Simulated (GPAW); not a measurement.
**NaI (Fm-3m): how ε∞ follows the gap**

The empty bands of NaI (Fm-3m) are shifted up rigidly by Δ, and ε∞ is computed for each shift.

The structure is cubic, space group Fm-3m (No. 225). Conventional cell: a = 6.473 Å, b = 6.473 Å, c = 6.473 Å, α = 90.00°, β = 90.00°, γ = 90.00°. I on site b has 6 Na at 3.24 Å as nearest neighbours. Na on site a is surrounded by 6 I at 3.24 Å.

Method: GPAW 26.7.0, PBE, RPA, k-mesh 9×9×9, local fields up to 50 eV, Lorentzian half width 0.15 eV.

Launch of the response step: `OMP_NUM_THREADS=1 python df.py`. The series took 2.0 min in all, its band step included, on 1 thread of Intel(R) Xeon(R) Platinum 8488C (Sapphire Rapids), on a shared host.

```tsv
Δ (eV)	ε∞
0.00	3.045
0.40	2.948
0.80	2.861
1.20	2.781
1.60	?
2.00	2.644
```

With one effective transition at E₀ and fixed dipole strength, ε∞ − 1 = A/(E₀ + Δ), so 1/(ε∞ − 1) is linear in Δ.

Working, on the rows shown:

| x = Δ (eV) | y = 1/(ε∞ − 1) |
| --- | --- |
| 0 | 0.488998 |
| 0.4 | 0.513347 |
| 0.8 | 0.537346 |
| 1.2 | 0.561482 |
| 2 | 0.608273 |

Means: x̄ = 0.88, ȳ = 0.54189. Σ(x − x̄)(y − ȳ) = 0.1412, Σ(x − x̄)² = 2.368. Slope = 0.1412 / 2.368 = 0.05964; intercept = ȳ − slope · x̄ = 0.48941. Turned back into ε∞, the line misses the rows shown by at most 0.0017.

Problem. Predict the last column of the withheld row from the fit.

Solution. At x = 1.6 the line gives y = 0.58483, that is 2.710. The run gave 2.710, so the interpolation holds to the digits printed.

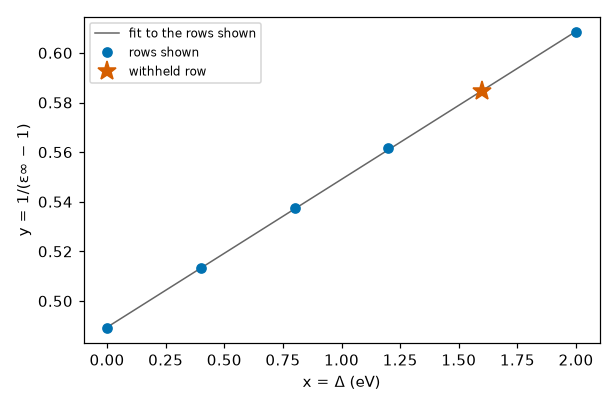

Refitted with all rows, the slope is 0.05963 and the intercept 0.48941. These give E₀ = intercept/slope = 8.2 eV, far above the least direct gap of 3.66 eV: most of the screening comes from transitions well over the edge. Over the first step ε∞ falls by 8 % per eV. Excitons are left out; PBE gaps are as a rule too small. The values come from a sum over the points of one k-mesh and carry its error, which grows as the direct gap shrinks. Spin-orbit coupling is left out.

[Logs are printed without paths, hosts, clocks, repeated set-up lines and the standing remarks that a program may print on its own settings, such as how far it seeks lower states.]
